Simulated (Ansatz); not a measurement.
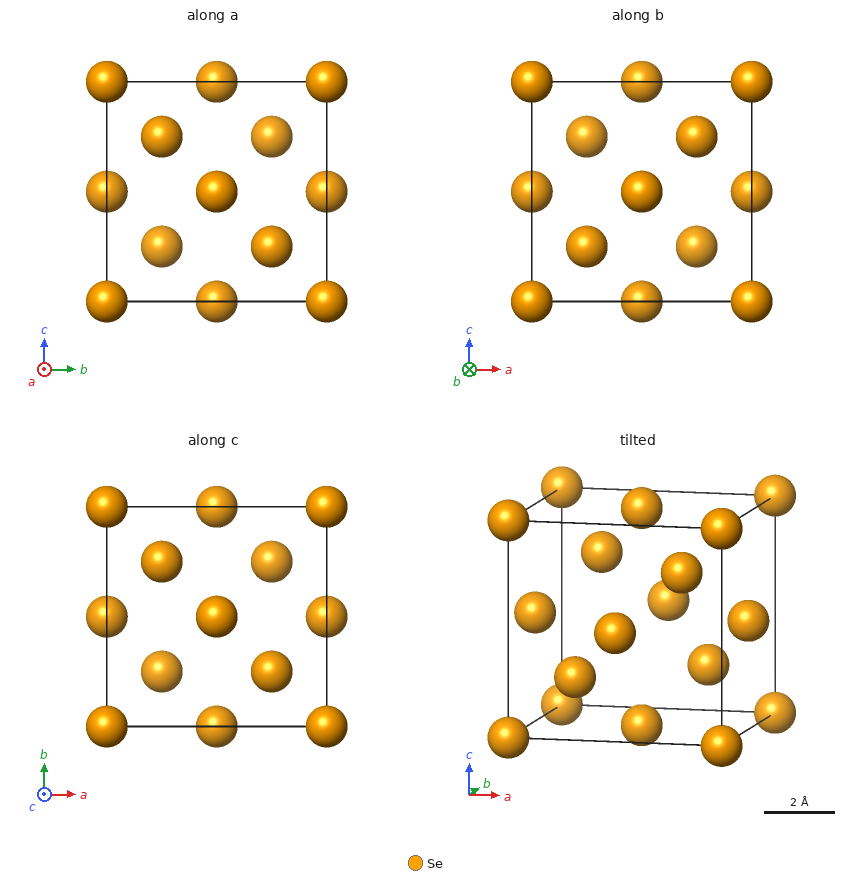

Structure drawing (spheres-only), viewed along the a axis, along the b axis, along the c axis and slightly off an axis. Lines trace the edges of the conventional unit cell.

Lattice parameters: a = 6.334 Å, b = 6.334 Å, c = 6.334 Å, α = 90.00°, β = 90.00°, γ = 90.00°. Put a along x and b in the xy plane.

**Put the structure into a POSCAR file.**

```
Se
1.0
     6.334    0.000    0.000
     0.000    6.334    0.000
     0.000    0.000    6.334
Se
8
Direct
  0.7500 0.7500 0.2500
  0.0000 0.5000 0.5000
  0.7500 0.2500 0.7500
  0.0000 0.0000 0.0000
  0.2500 0.7500 0.7500
  0.5000 0.5000 0.0000
  0.2500 0.2500 0.2500
  0.5000 0.0000 0.5000
```

The cell started as a structure type filled with this element by a generator (whether the element takes this form wasn't checked). Earlier steps of the study may have refined or changed the cell and positions. It went into a calculation with Ansatz.
